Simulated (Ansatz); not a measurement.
TiAl₃

```
Ti Al
1.0
     0.00000    3.94834    0.00000
     0.00000    0.00000    3.94834
     3.94834    0.00000    0.00000
Ti Al
1 3
Direct
  0.00000 0.00000 0.03039
  0.50000 0.00000 0.50000
  0.00000 0.50000 0.50000
  0.50000 0.50000 0.00000
```

Space group P4mm; a structure from a database of computed crystals, not necessarily the ambient phase; changed on purpose from its base cell (atom 1 (Ti) moved -0.120 A towards its neighbour atom 1 (Ti) at 3.948 A); not relaxed (largest force 1.1 eV/Å); computed without spin polarisation.

Theory: DFT PBEsol, scalar-relativistic, plane waves, PAW (Ansatz).

Question: What can the converged valence pseudo-density and electron localisation function tell about the bonding?

Answer: Ti–Al (2.79 Å): the density is about 0.21 e/Å³ at the midpoint; the ELF is about 0.35 at the midpoint.

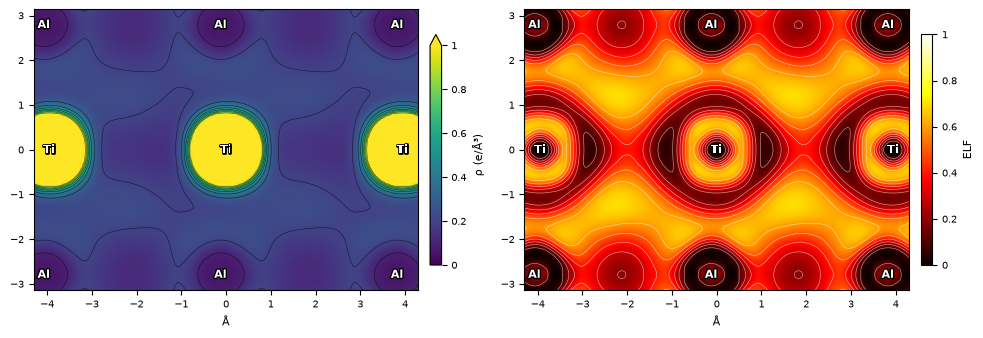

Computed valence pseudo-density and electron localisation function on the (110) plane of the conventional cell, in this order. 
